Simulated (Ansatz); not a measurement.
Consider AlNi.

The calculation's input:

```
crystal:
  lattice:
    - [0.0, -2.8618233747, 0.0]
    - [0.0, 0.0, -2.8618233747]
    - [11.7854701242, -1.4309116874, -1.4309116874]
  atoms:
    - { symbol: Al, position: [0.969646699, -0.030353301, 0.060706602] }
    - { symbol: Al, position: [0.8482334951, -0.1517665049, 0.3035330098] }
    - { symbol: Al, position: [0.7268202912, -0.2731797088, 0.5463594176] }
    - { symbol: Ni, position: [0.1661136892, 0.1661136892, 0.6677726215] }
    - { symbol: Ni, position: [0.4089400971, 0.4089400971, 0.1821198059] }
    - { symbol: Ni, position: [0.2875268932, 0.2875268932, 0.4249462137] }
basis:
  ecutwfc: 520.0
kpoints:
  mp_grid: { grid: [15, 15, 5] }
hamiltonian:
  xc: pbesol
  pseudopotentials: { kind: paw, azcp: { folder: soft_1 } }
scf:
  occupations: { method: gaussian, width: 0.15 }
output:
  forces: true
  stress: true
  eigenvalues: true
  write_density: true
  write_potential: true
  elf: true
  volumetric_format: npy
```

Command:

```sh
ansatz run input.yaml --threads 4 --pin off --max-ram 8192MiB --backend cpu --events-out ev --progress --plain --runs-dir out
```

Below, planes, directions and counts refer to the conventional cell (a = 2.86 Å, b = 2.86 Å, c = 23.57 Å, α = 90.00°, β = 90.00°, γ = 90.00°).

Space group I4mm; a point of a scan over the structure, not its minimum; not relaxed (largest force 1.0 eV/Å); computed pressure about −5 GPa in this cell; computed without spin polarisation; PAW files of the earlier set (soft_1).

Level of theory: DFT PBEsol, scalar-relativistic, plane waves, PAW in Ansatz 0.2.0.

Q: What can the converged valence pseudo-density and electron localisation function tell about the bonding?

A: Al–Ni (2.48 Å): ρ is about 0.31 e/Å³ halfway; the ELF is about 0.40 at the midpoint.

Q: Does the calculation make it a metal, or give it a gap?

A: It is metallic or semimetallic at this level of theory: no gap opens.

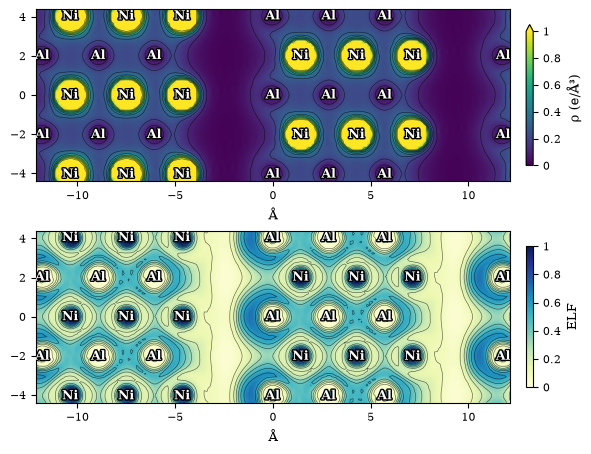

Computed valence pseudo-density and electron localisation function on the (11̄0) plane of the conventional cell, in this order. 

In a PAW calculation such maps are meaningful between the atoms, not at the nuclei.
